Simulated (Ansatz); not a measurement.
```
CELL_PARAMETERS angstrom
4.36144 0.00000 0.00000
0.00000 4.36144 0.00000
0.00000 0.00000 4.36144
ATOMIC_POSITIONS crystal
Co 0.85383 0.64617 0.35383
Co 0.64617 0.35383 0.85383
Co 0.35383 0.85383 0.64617
Co 0.14617 0.14617 0.14617
Si 0.15640 0.34360 0.65640
Si 0.34360 0.65640 0.15640
Si 0.65640 0.15640 0.34360
Si 0.84360 0.84360 0.84360
```

Space group P2₁3; the program warned that a starting moment wasn't kept; spin-polarised, but the moments vanished.

These are results of Kohn-Sham DFT of a periodic cell, PBEsol with D4, Ansatz PAW in Ansatz, not measurements.

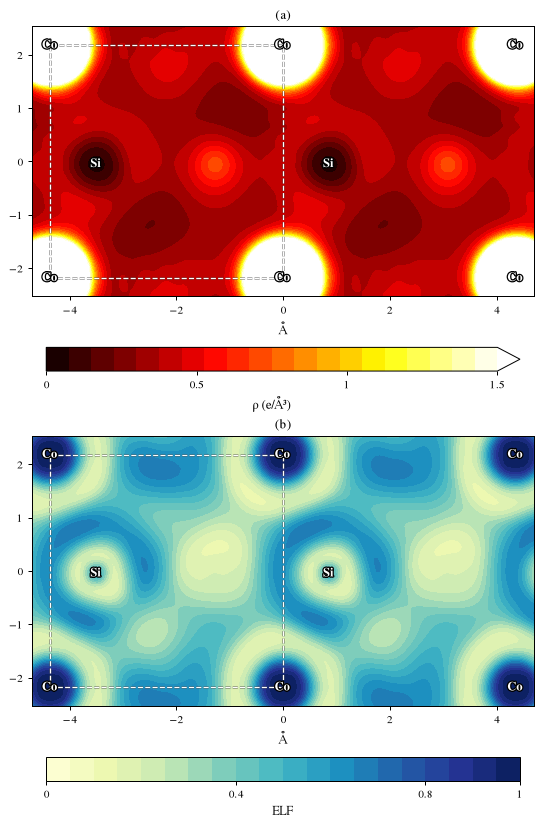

CoSi. (a) valence electron density; (b) ELF on the (100) plane of the conventional cell.

**Interpret the plot.**

- The section cuts through Co and Si sites.
- Atoms just off the plane (Co, 0.9 Å away and Si, 0.9 Å away) can leave unmarked features too.
- Co–Si (2.30 Å): ρ at the midpoint is about 0.49 e/Å³; the ELF peaks at about 0.65 in the valence shell of Si, 0.9 Å from its nucleus, and is about 0.45 at the midpoint.
- Co–Si (2.39 Å): ρ at the midpoint is about 0.44 e/Å³; the ELF peaks at about 0.70 in the valence shell of Si, 0.9 Å from its nucleus, and is about 0.50 at the midpoint.
- Between the atoms the lowest density in this plane is 0.22 e/Å³.
- The features right at Co lie inside the PAW spheres, where the map follows smoothed inner orbitals and isn't to be read closely.
